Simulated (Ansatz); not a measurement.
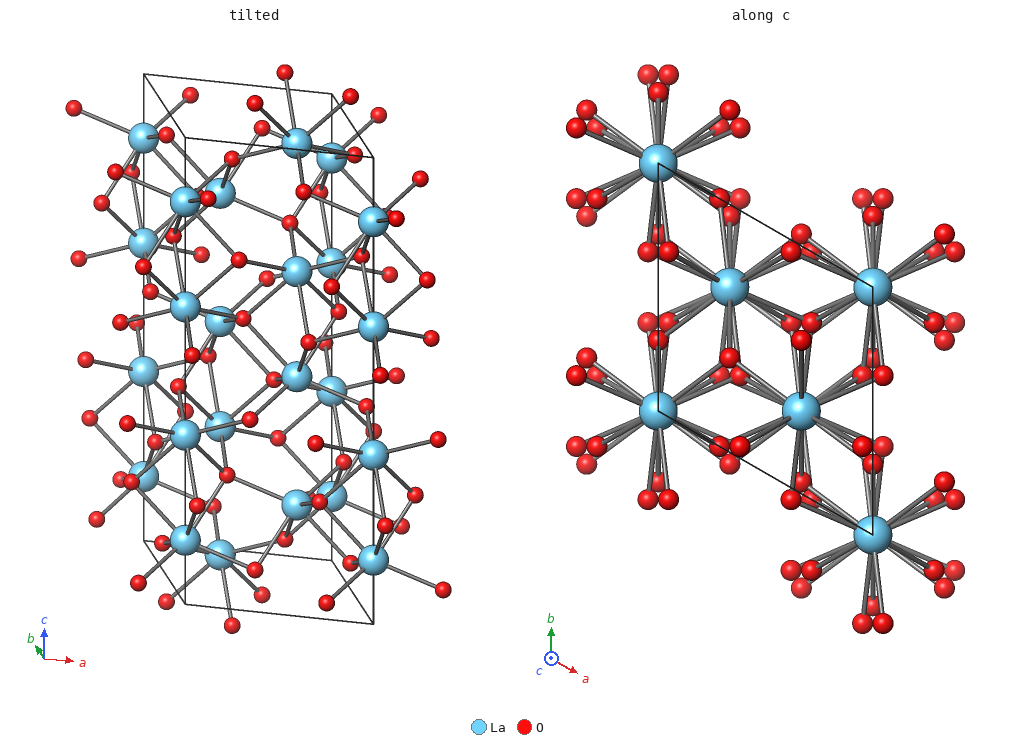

The image is a ball-and-stick drawing of a crystal, viewed slightly off an axis and along the c axis. The wireframe shows the conventional unit cell. Some atoms of the next cells are drawn as well.

La2O3, corundum, space group R-3c (No. 167), a = 6.251 Å, b = 6.251 Å, c = 15.628 Å, α = 90.00°, β = 90.00°, γ = 120.00°. The structure was taken from a structure type filled with these elements by a generator (whether the compound takes this form wasn't checked). Earlier steps of the study may have refined or changed the cell and positions. A calculation with Ansatz used it as input.

This one geometry was computed with Ansatz (DFT, plane waves, PAW) at five levels of theory: HSE06, PBE with spin-orbit coupling, PBE0, PBE and r2SCAN. It was relaxed beforehand with r2SCAN.

### Which level gives the highest pressure at this volume, and what does that say about its equilibrium volume?

Highest: PBE with spin-orbit coupling (1.1 GPa) and PBE (1.1 GPa), which points to the largest equilibrium volume. Lowest, with the smallest volume: HSE06 (-1.0 GPa) and PBE0 (-0.9 GPa). Levels within 0.5 GPa of each other can't be told apart.

### How does the band gap change with the level of theory?

PBE with spin-orbit coupling: a gap of 3.76 eV, indirect; PBE: a gap of 3.78 eV, indirect; r2SCAN: a gap of 4.22 eV, indirect; HSE06: a gap of 5.16 eV, indirect; PBE0: a gap of 5.88 eV, indirect.

### Collect the results in a table.

| level | cutoff (eV) | k-mesh of the run's cell | gap (eV) | pressure (GPa) |
| --- | --- | --- | --- | --- |
| HSE06 | 420 | 4×4×4 | 5.16 | -1.0 |
| PBE with spin-orbit coupling | 420 | 6×6×6 | 3.76 | 1.1 |
| PBE0 | 420 | 4×4×4 | 5.88 | -0.9 |
| PBE | 420 | 6×6×6 | 3.78 | 1.1 |
| r2SCAN | 500 | 6×6×6 | 4.22 | 0.0 |

Gaps are taken on the k-mesh or band path of each run.
